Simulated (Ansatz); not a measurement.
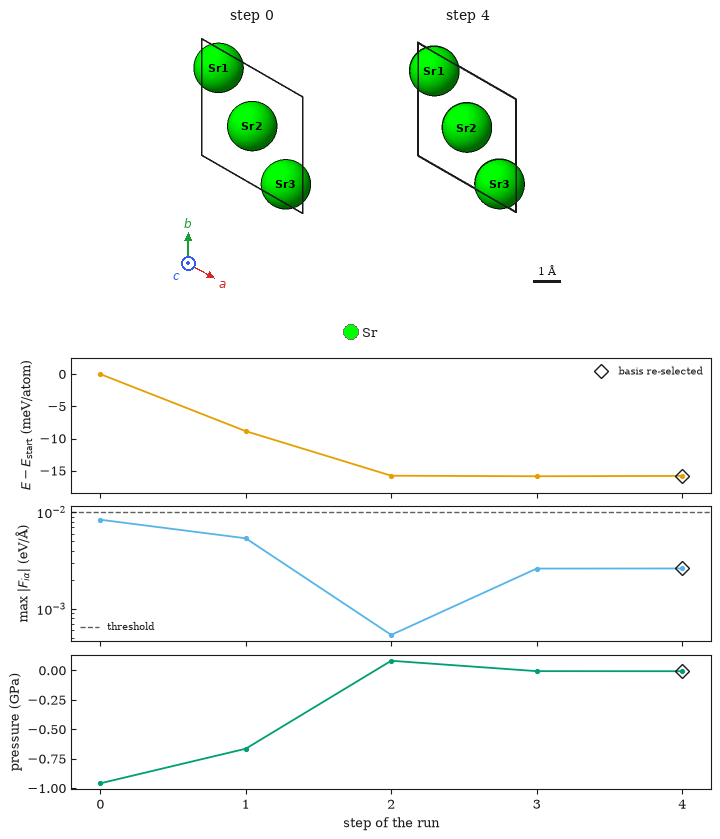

First and last geometry of a relaxation of solid Sr (built on the database_12 type), with the history of the run. Style: spheres-only. Shown: the conventional cell (3 times the calculation's cell), along the c axis. Lengths and directions refer to the drawn axes.

Case: structure listed in a database for this formula (C2/m, No. 12).

Method: Ansatz, DFT PBEsol, scalar-relativistic, plane waves, PAW. Settings: plane-wave cutoff 420 eV; k-point mesh 12 × 12 × 6; occupations gaussian; smearing width 0.1 eV; no spin polarisation; cell and atoms relaxed; force threshold 0.01 eV/Å; at most 80 steps.

Did the run converge, and what did it change?

Answer. It converged. The largest moves relative to the cell, 0.006 Å, are those of Sr2 and Sr3. Sr3 goes along [0 1 −1]. The drawn cell changes as follows: a = b 4.324 → 4.193 Å (−3.0 %), c 31.741 → 30.862 Å (−2.8 %), α 89.9° → 90.0°, β 90.1° → 90.0°; the volume changes by −8.6 %. Among the contacts that change: Sr1–Sr1 4.327 → 4.194 Å, Sr2–Sr3 4.324 → 4.207 Å. The space group (tolerance 0.01 Å) goes from C2/m (No. 12) to R-3m (No. 166). After 3 accepted moves (4 points after the start) the energy has fallen by 15.8 meV per atom. Largest force component: 0.0084 eV/Å at the start, 0.0026 eV/Å at the end. Pressure: −0.96 GPa at the start and −0.01 GPa at the end. The SCF was repeated once at an unchanged geometry on a basis and grid sized afresh for the cell, which shifted the energy by 0.1 meV per atom at most.

```json
{"step": "0", "E − E(0), meV/atom": "0.00", "largest force component, eV/Å": "0.0084", "pressure, GPa": "-0.96", "volume, Å³/atom": "57.133", "note": ""}
{"step": "1", "E − E(0), meV/atom": "-8.85", "largest force component, eV/Å": "0.0054", "pressure, GPa": "-0.66", "volume, Å³/atom": "55.401", "note": ""}
{"step": "2", "E − E(0), meV/atom": "-15.77", "largest force component, eV/Å": "0.0005", "pressure, GPa": "0.08", "volume, Å³/atom": "51.847", "note": ""}
{"step": "3", "E − E(0), meV/atom": "-15.85", "largest force component, eV/Å": "0.0026", "pressure, GPa": "-0.01", "volume, Å³/atom": "52.218", "note": ""}
{"step": "4", "E − E(0), meV/atom": "-15.80", "largest force component, eV/Å": "0.0026", "pressure, GPa": "-0.01", "volume, Å³/atom": "52.218", "note": "same geometry, new basis"}
```
